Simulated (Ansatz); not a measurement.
**AgI: 6 runs along one coordinate**

System: AgI (2 atoms in the cell).
Method: DFT PBEsol, scalar-relativistic, plane waves, PAW, no spin polarisation (Ansatz 0.2.0).

The 6 runs differ only in the geometry, by an even scaling of the cell at fixed fractional positions. The structure derives from an entry of the Crystallography Open Database.

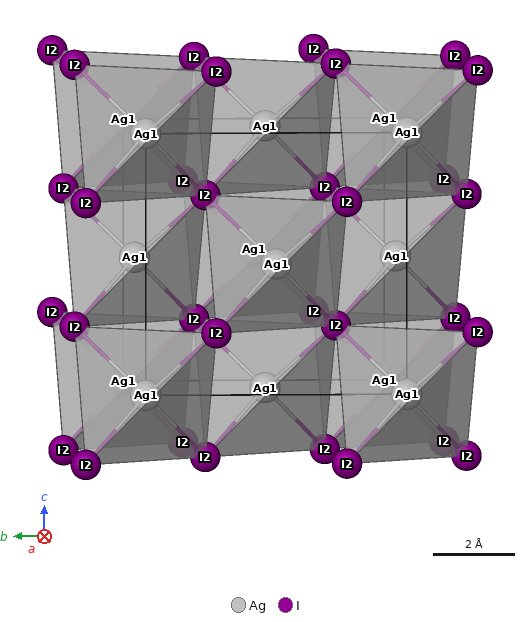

Figure 1. The structure of run 4 (polyhedral view of the cell 4 times as large as that of the calculation, set on its symmetry axes, seen at an oblique angle; polyhedra are completed across the faces of the cell; atoms are numbered from 1 in the order of the input).

### Input of run 4
```yaml
crystal:
  lattice:
    - [0.0, 3.2424420286, 3.2424420286]
    - [3.2424420286, 0.0, 3.2424420286]
    - [3.2424420286, 3.2424420286, 0.0]
  atoms:
    - { symbol: Ag, position: [0.0, 0.0, 0.0] }
    - { symbol: I, position: [0.75, 0.75, 0.75] }
basis:
  ecutwfc: 420
  ecutrho_ratio: 4
kpoints:
  mp_grid: { grid: [8, 8, 8] }
hamiltonian:
  xc: pbesol
scf:
  occupations: { method: gaussian, width: 0.05 }
output:
  forces: true
  stress: true
  eigenvalues: true
```

Command:
```bash
ansatz run input.yaml --threads 4 --pin off --max-ram 4096MiB --backend cpu --events-out ev --progress --plain --runs-dir out
```

Run 2 differs from it as follows:
```diff
-    - [0.0, 3.2424420286, 3.2424420286]
-    - [3.2424420286, 0.0, 3.2424420286]
-    - [3.2424420286, 3.2424420286, 0.0]
+    - [0.0, 3.2032672445, 3.2032672445]
+    - [3.2032672445, 0.0, 3.2032672445]
+    - [3.2032672445, 3.2032672445, 0.0]
```

### Results, with one run withheld

| run | volume per atom (Å³) | free energy per atom, from the lowest run given (meV) | pressure (GPa) | gap on the mesh (eV) |
| --- | --- | --- | --- | --- |
| 1 | 32.198 | 6.32 | 1.57 | 1.19 |
| 2 | 32.868 | ? | ? | ? |
| 3 | 33.539 | 0.00 | 0.01 | 1.20 |
| 4 | 34.089 | 0.91 | −0.53 | 1.20 |
| 5 | 34.210 | 1.34 | −0.64 | 1.20 |
| 6 | 34.241 | 1.47 | −0.67 | 1.20 |

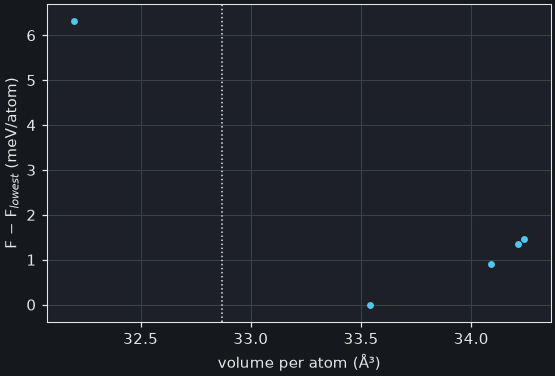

Figure 2. Free energy per atom of the runs given; the dotted line marks run 2.

Fit the runs given and predict run 2.

A cubic polynomial in V^(−2/3) (the Birch–Murnaghan form), fitted to the 5 runs given, misses them by under 0.01 meV per atom. With x = V^(−2/3) − 0.09596 Å⁻², it reads F = 0.030836 − 325.71 x + 8.5865e+05 x² + 1.1459e+07 x³ (meV per atom). At run 2 it gives 1.51 meV per atom, and the run itself gives 1.52. The slope of the fit gives a pressure −dF/dV of 0.74 GPa there, and the run prints 0.74 GPa. The fit has its minimum at 33.542 Å³ per atom, where V d²F/dV² gives 34 GPa: the bulk modulus at this level, since symmetry fixes the shape and the positions.

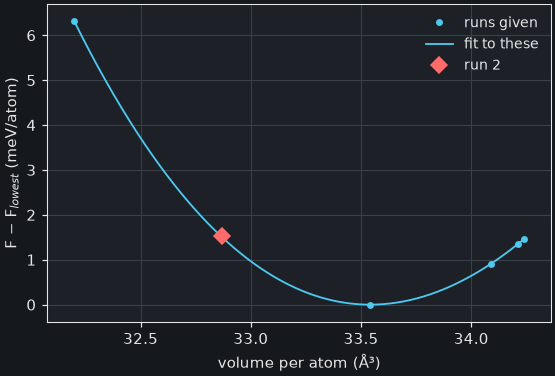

Figure 3. The fit and the withheld run.

### Output, shortened to warnings, some set-up lines, iterations and results (run 2)
```
Basis set: ecut = 420 eV, 1243 PW (Γ), exchange–correlation on 64×64×64 points (8 copies of the dense FFT grid, shifted against one another)
Symmetry: 24 space group operations
k-points: 29 of 512 (time reversal used)
Initial density: superposition of atomic densities (neutral atoms: chi_scale 0, normalization atom), corrected by the library's trained network
[...]
SCF iter   1: F=—  HF=-14954.920611 eV  |F-HF|=—  |Δ(HF+E_count)|=         —  Δρ=4.47e-3  dr2=1.34e-2  ethr=1.77e-3  ⟨swp⟩=6.3  Hψ=3129  notcnv=0
SCF iter   2: F=—  HF=-14954.917031 eV  |F-HF|=—  |Δ(HF+E_count)|=   3.58e-3  Δρ=1.82e-3  dr2=1.60e-3  ethr=3.71e-5  ⟨swp⟩=2.0  Hψ=1463  notcnv=0
SCF iter   3: F=—  HF=-14954.916800 eV  |F-HF|=—  |Δ(HF+E_count)|=   2.31e-4  Δρ=7.73e-4  dr2=2.67e-4  ethr=4.44e-6  ⟨swp⟩=2.0  Hψ=1131  notcnv=0
SCF iter   4: F=—  HF=-14954.916830 eV  |F-HF|=—  |Δ(HF+E_count)|=   3.01e-5  Δρ=3.20e-4  dr2=3.51e-5  ethr=7.43e-7  ⟨swp⟩=2.0  Hψ=858  notcnv=0
SCF iter   5: F=—  HF=-14954.916859 eV  |F-HF|=—  |Δ(HF+E_count)|=   2.85e-5  Δρ=4.83e-5  dr2=9.79e-7  ethr=9.75e-8  ⟨swp⟩=2.0  Hψ=899  notcnv=0
SCF iter   6: F=-14954.916860 eV  HF=-14954.916860 eV  |F-HF|=4.56e-8  |Δ(HF+E_count)|=   1.58e-6  Δρ=5.99e-6  dr2=1.91e-8  ethr=2.78e-10  ⟨swp⟩=7.5  Hψ=2947  notcnv=0
SCF 1 converged in 6 iterations: F = -14954.916860 eV  dr2 = 1.91e-8
SCF converged after 6 iterations
Free energy (F): -14954.916860 eV
Harris-Foulkes:  -14954.916860 eV  (|F-HF|=4.56e-8)
Internal energy: -14954.916860 eV  (E = F + TS)
E sigma→0 (E₀):  -14954.916860 eV
Fermi energy:    7.897524 eV
--- Per-component energies (eV) ---
  E_band       = -767.884965
  E_kinetic    = 717.663212
  E_local      = -5421.523464  (includes V_loc(G=0)·N_el)
  E_nonlocal   = -3.554289
  E_hartree    = 2566.521982
  E_xc         = -309.441834
  E_vxc        = -360.949466  (∫ρ·V_xc dr)
  E_paw        = -8573.941182  (= ΣΔE_a)
  E_vpaw       = -832.571078  (= ΣTr[D̂ρ^β])
  E_aug_tail   = 0.000313  (compensation charges beyond the density's cutoff)
  E_ewald      = -3931.376478
  E_core_change = 0.734881  (= ΣΔE_core)
  E_smearing   = -0.000000  (= −TS)
  E_closure    = -0.000000  (closes the sum)
  Σ components = -14954.916860   (vs F -14954.916860, Δ=0.00e0)
--- Forces (eV/Å), atoms counted from 1 ---
  atom   1  Ag    -0.00000000    -0.00000000     0.00000000
  atom   2  I      0.00000000    -0.00000000     0.00000000
  max |Σ_I F_I| component: 1.39e-17 eV/Å
--- Stress (GPa, compression-positive) ---
        0.736842       0.000000      -0.000000
        0.000000       0.736842       0.000000
       -0.000000       0.000000       0.736842
  P = ⅓ Tr σ = 0.7368 GPa (7.368 kbar)
```
